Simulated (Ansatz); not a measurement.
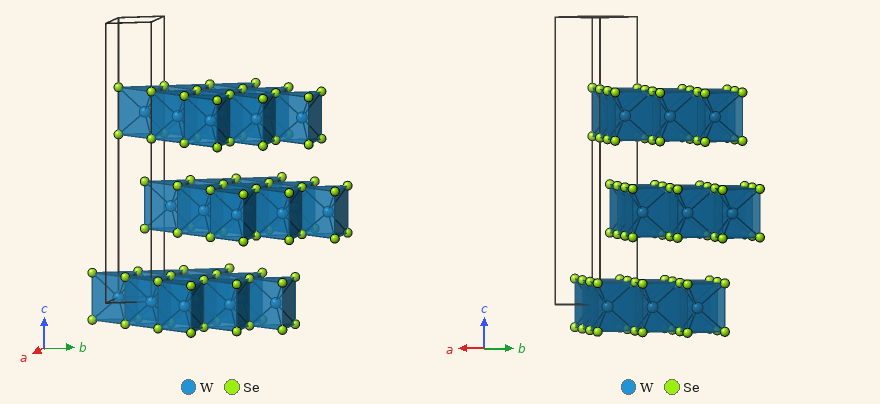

Polyhedra are drawn about W (bonds: Se–W below 2.8 Å); other atoms are plain spheres. Two views of the same piece.

WSe2 (space group R3m, No. 160): the input geometry of an electronic-structure calculation (not necessarily at equilibrium); the starting structure was generated, so it need not be a known form of this composition.

Question: What figure surrounds each W atom, and what does it share with the other drawn polyhedra?

Answer: W: WSe6 trigonal prism, sharing edges with six neighbours.

Question: What is the connectivity of the polyhedra: isolated, groups, chains, layers or framework?

Answer: They form layers of edge-sharing trigonal prisms parallel to (001).

Question: How far apart are the centres of linked polyhedra?

Answer: Centre to centre across a shared edge: 3.30 Å.
